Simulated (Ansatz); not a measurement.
# GaN (F-43m): converging the G0W0 gap, part 2 of 2

Aim: see how the G0W0 gap of GaN (F-43m) on PBE moves with empty bands and screening cutoff, and what each rung costs.

Ansatz 0.2.0; G0W0 on PBE, plane waves, PAW; PAW set soft_1. Known limits of the many-body steps: not at the basis limit; no spin-orbit coupling; coarse k mesh.

So far. Step 4 (146 empty bands, screening to 200 eV): Against the run with 6×6×6 mesh, 68 empty bands, screening to 120 eV, PAW set soft_1 files, the gap moves by +0.04 eV. Step 5 (Changing the k mesh: 4×4×4 mesh, 68 empty bands …): Against the run with 6×6×6 mesh, 68 empty bands, screening to 120 eV, PAW set soft_1 files, the gap moves by −0.12 eV.

## Step 6: Changing the frequency model: 6×6×6 mesh, 68 empty bands, screening to 120 eV, plasmon pole, PAW set soft_1 files

A plasmon pole stands in for the full frequency dependence of the screening; this run shows what that costs in accuracy.

input.yaml

```yaml
crystal:
  lattice:
    - [0.0, 2.2535006075, 2.2535006075]
    - [2.2535006075, 0.0, 2.2535006075]
    - [2.2535006075, 2.2535006075, 0.0]
  atoms:
    - { symbol: Ga, position: [0.0, 0.0, 0.0] }
    - { symbol: "N", position: [0.75, 0.75, 0.75] }
kpoints:
  mp_grid: { grid: [6, 6, 6] }
hamiltonian:
  xc: pbe
  pseudopotentials: { kind: paw, azcp: { folder: soft_1 } }
scf:
  occupations: { method: fixed }
gw:
  n_empty_bands: 68
  ecut_chi: 120
  qp_bands: [v2, c2]
  qp_kpoints: band_edges
  screening: { model: godby_needs }
```

Started as:

```console
> ansatz run input.yaml --threads 3 --pin off --max-ram 92160MiB --backend cuda --events-out ev --progress --plain --runs-dir out --devices 1 --max-vram 13GiB
```

Numbers of over 12 decimals in the logs are rounded to 6 here.

Log:

```text
GPUs: using 1 of 1 available (devices: 1).
[...]
GPU FFT provider: cuFFT
GPU libraries: cuBLAS 13.8.2, cuFFT 12.4.0, cuSOLVER 12.3.4
Crystal: 2 atoms, lattice volume = 22.888 Å³
Basis set: ecut = 420 eV, 459 PW (Γ)
Bands: 13, of which v1, the nominal top of the filled ones, is band 9 counted from 1 (8 counted from 0)
Symmetry: 24 space group operations
[...]
k-points: 16 of 216 (time reversal used)
[...]
1    11     18.9074    -8.2737    -5.2046   -14.2986  0.8252    19.7313    19.7277  root
[...]
14     8      5.9304   -21.2116     3.8118   -16.4901  0.7883     5.0150     5.0206  root
    14     9      7.2735   -21.4482     3.5152   -17.1657  0.7915     6.5026     6.5061  root
    14    10     16.1655    -9.3431    -4.5175   -14.4192  0.8193    16.7256    16.7241  root
    14    11     17.1580   -10.6567    -5.1918   -16.9566  0.8096    18.2728    18.2662  root
[key lines of the parts left out:]
SCF converged after 7 iterations
Free energy (F): -4167.898508 eV
Fermi energy:    9.643192 eV
```

Wall time 15 s (1 × NVIDIA H100 80GB HBM3 (shared by 6 runs) with 3 threads of AMD EPYC 7R13 (Zen 3), shared host); peak memory 1 GiB.

Numbers from this step:

| Quantity | Value |
| --- | --- |
| bands summed | 77 |
| plasmon-pole fit frequency | 32.93 eV |
| RPA ε∞ on this mesh (eigenvalues) | 6.641, 6.641, 6.641 |
| plane waves in the screening matrix | 65 |
| G0W0 gap on the mesh | 2.794 eV |
| k of the valence top | 0, 0, 0 |
| k of the conduction bottom | 0, 0, 0 |
| starting gap on the mesh | 1.717 eV |
| least direct G0W0 gap on the computed points | 2.794 eV |

Against the run with 6×6×6 mesh, 68 empty bands, screening to 120 eV, PAW set soft_1 files, the gap moves by +0.001 eV.

## Step 7: Changing the files: 6×6×6 mesh, 68 empty bands, screening to 120 eV, hard PAW files

Other atomic data (hard PAW) test the pseudisation: the cutoff goes from 420 to 1020 eV and the valence electrons from 18 to 26, which opens shells that were frozen.

This step: G0W0 on PBE, plane waves, PAW.

input.yaml, the sections that differ from step 6:

```yaml
hamiltonian:
  xc: pbe
  pseudopotentials: { kind: paw, source: ansatz }
gw:
  n_empty_bands: 68
  ecut_chi: 120
  qp_bands: [v2, c2]
  qp_kpoints: band_edges
  screening: { model: contour_deformation }
# crystal, kpoints, scf: as in step 6
```

Log:

```text
GPUs: using 1 of 1 available (devices: 1).
[...]
GPU FFT provider: cuFFT
GPU libraries: cuBLAS 13.8.2, cuFFT 12.4.0, cuSOLVER 12.3.4
Crystal: 2 atoms, lattice volume = 22.888 Å³
Basis set: ecut = 1020 eV, 1687 PW (Γ)
Bands: 17, of which v1, the nominal top of the filled ones, is band 13 counted from 1 (12 counted from 0)
Symmetry: 24 space group operations
[...]
k-points: 16 of 216 (time reversal used)
[...]
1    15     20.3190    -8.2623    -5.2751   -14.2824  0.7867    21.0768    21.0640  root
[...]
14    12      7.3411   -21.2178     3.9091   -16.4987  0.7415     6.5096     6.5310  root
    14    13      8.6844   -21.4539     3.5529   -17.1734  0.7557     7.9437     7.9568  root
    14    14     17.5760    -9.3321    -4.5454   -14.4048  0.7874    18.1092    18.1033  root
    14    15     18.5763   -10.6411    -5.3050   -16.9396  0.7712    19.5984    19.5698  root
[key lines of the parts left out:]
SCF converged after 7 iterations
Free energy (F): -8798.878951 eV
Fermi energy:    11.053618 eV
```

Elapsed: 14 s, on 1 × NVIDIA H100 80GB HBM3 (shared by 6 runs) with 3 threads; peak memory 1 GiB.

Numbers from this step:

| Property | Result |
| --- | --- |
| bands summed | 81 |
| RPA ε∞ on this mesh (eigenvalues) | 6.611, 6.611, 6.611 |
| plane waves in the screening matrix | 65 |
| G0W0 gap on the mesh | 2.800 eV |
| k of the valence top | 0, 0, 0 |
| k of the conduction bottom | 0, 0, 0 |
| starting gap on the mesh | 1.732 eV |
| least direct G0W0 gap on the computed points | 2.800 eV |

Against the run with 6×6×6 mesh, 68 empty bands, screening to 120 eV, PAW set soft_1 files, the gap moves by +0.007 eV.

## Step 8: Convergence and cost

Times are wall times on 1 × NVIDIA H100 80GB HBM3 (shared by 6 runs) with 3 threads of AMD EPYC 7R13 (Zen 3), shared host, good to a factor of about two.

```tsv
mesh	files	frequency	bands summed	cutoff (eV)	start (eV)	G0W0 (eV)	time	host memory (GiB)
6×6×6	PAW set soft_1	contour deformation	33	60	1.717	2.646	13 s	0.98
6×6×6	PAW set soft_1	contour deformation	77	120	1.717	2.793	10 s	0.98
6×6×6	PAW set soft_1	contour deformation	155	200	1.717	2.831	16 s	1.1
4×4×4	PAW set soft_1	contour deformation	77	120	1.699	2.673	8.9 s	0.98
6×6×6	PAW set soft_1	plasmon pole	77	120	1.717	2.794	15 s	1.0
6×6×6	hard PAW	contour deformation	81	120	1.732	2.800	14 s	1.0
```

How the two edges are built up, in eV (the quasiparticle level is the starting level plus Σx plus Σc less Vxc):

```tsv
run	edge	start	Σx	Σc	Vxc	Z	QP
33 bands	valence top	9.64	-23.90	3.52	-20.27	0.77	9.53
33 bands	conduction bottom	11.36	-11.48	-3.42	-15.71	0.80	12.18
77 bands	valence top	9.64	-23.90	3.14	-20.27	0.76	9.15
77 bands	conduction bottom	11.36	-11.48	-3.65	-15.71	0.80	11.94
155 bands	valence top	9.64	-23.90	2.89	-20.27	0.76	8.91
155 bands	conduction bottom	11.36	-11.48	-3.86	-15.71	0.80	11.74
```

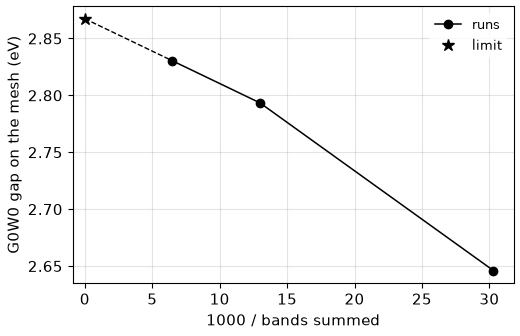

The gap against one over the number of bands; the dashed line carries the two highest rungs to the limit.

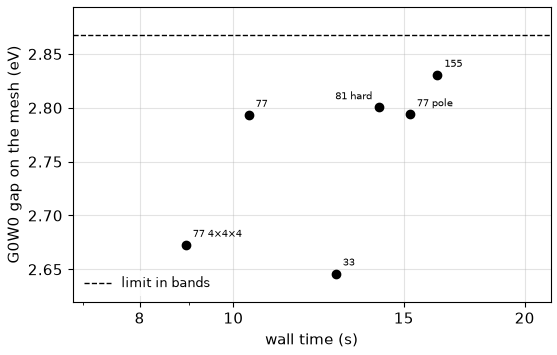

Result against wall time.

## Step 9: Summary of results

- 33 bands, 60 eV: 2.646 eV
- 77 bands, 120 eV: 2.793 eV
- 155 bands, 200 eV: 2.831 eV
- estimated limit in bands and cutoff: 2.87 eV
- mesh and start: 6×6×6, PBE

In words: A line in one over the bands through the two highest rungs gives 2.87 eV, +0.04 eV from the top rung; the pair below gives 2.90 eV, in fair agreement. The rungs stand 0.22 eV (33 bands), 0.07 eV (77 bands) and 0.04 eV (155 bands) from it. From 33 to 155 bands the gap moves by +0.18 eV. Σc changes by −0.63 eV at the valence top and −0.44 eV at the conduction bottom, so the levels themselves move more than the gap between them. On the 4×4×4 mesh in place of 6×6×6 the gap differs by −0.12 eV, of which −0.02 eV is already in the start. The plasmon-pole model gives +0.001 eV against contour deformation, 0 % of the correction, and saved no time in this program. Hard PAW files move the gap by +0.01 eV at equal bands and cutoff, +0.02 eV of it in the start. The cheapest rung within 0.1 eV of this estimate is that with 77 bands (10 s). The many-body steps are scalar-relativistic: spin-orbit coupling is not in them.

[Paths, hosts, dates, memory and timing lines, banners, echoed tables and standing remarks are left out of the program output.]

[Logs are printed without paths, hosts, clocks, repeated set-up lines and the standing remarks that a program may print on its own settings, such as how far it seeks lower states.]

[Runs of the session that timed out or met a known fault of the program may be left out.]

[Cells called generated may have been cut or substituted from an entry of the Crystallography Open Database or the Materials Project.]

[Hosts, paths, dates, database ids (printed as entryN), source tags and the programs' standing remarks are cut or masked in the printed files.]
